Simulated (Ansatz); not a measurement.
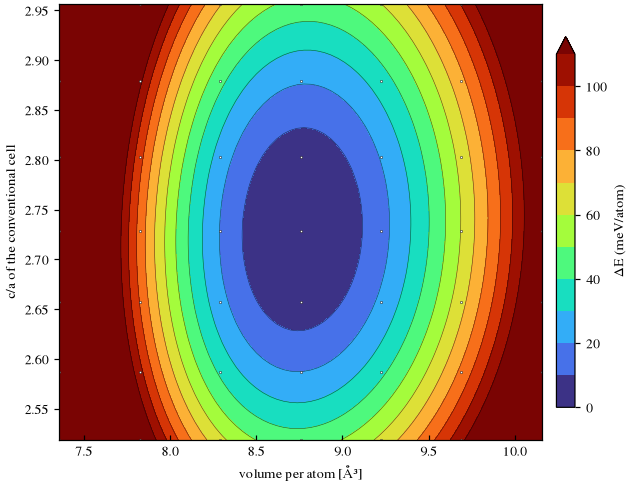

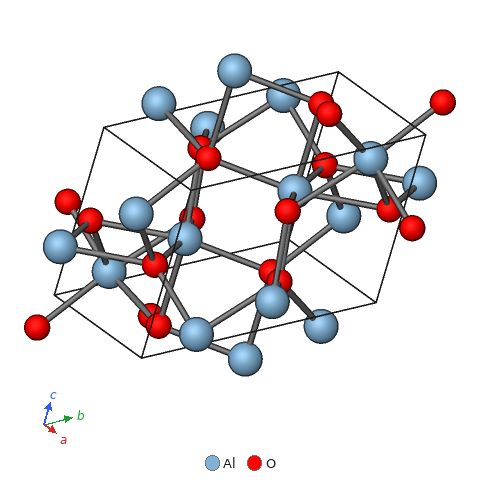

Energy landscape of Al2O3 (R-3c, No. 167; 10 atoms in the cell). 
- The energy is mapped over volume and the cell's shape.
- First axis: volume per atom. Second axis: c/a of the conventional cell.
- Nothing is relaxed (fractional coordinates fixed).
- Grid: 7 × 7 points.
- Points are written as (first, second).
- Energies are in meV/atom, from the lowest grid point.
- Computed with DFT PBE, scalar-relativistic, plane waves, PAW (Ansatz 0.2.0). Settings: cutoff 520 eV, k-mesh 6×6×6, gaussian smearing 0.05 eV, no spin polarisation.

The picture shows filled contours, dots at the grid points, one colour for all values above the top of the scale. Between grid points the surface is interpolated. The second picture is the structure at the lowest point

Where are the wells?

Answer. The lowest grid point is at (8.76 Å³, 2.729). No other kind of well shows on this grid. The highest grid point, (7.36 Å³, 2.957), lies 277 meV/atom above the lowest. Round the minimum the two coordinates are nearly uncoupled. The gap on the k-mesh is 5.9 eV at the lowest point and runs from 3.6 to 8.1 eV over the map.

Each point was launched as `ansatz run input.yaml --threads 2 --pin off --max-ram 4096MiB --backend cpu --events-out ev --progress --plain --runs-dir out`. Time for the 49 points that were run: 6.8 min on 2 threads of Arm Neoverse N1, on a shared host.

PAW datasets: the set soft_1.
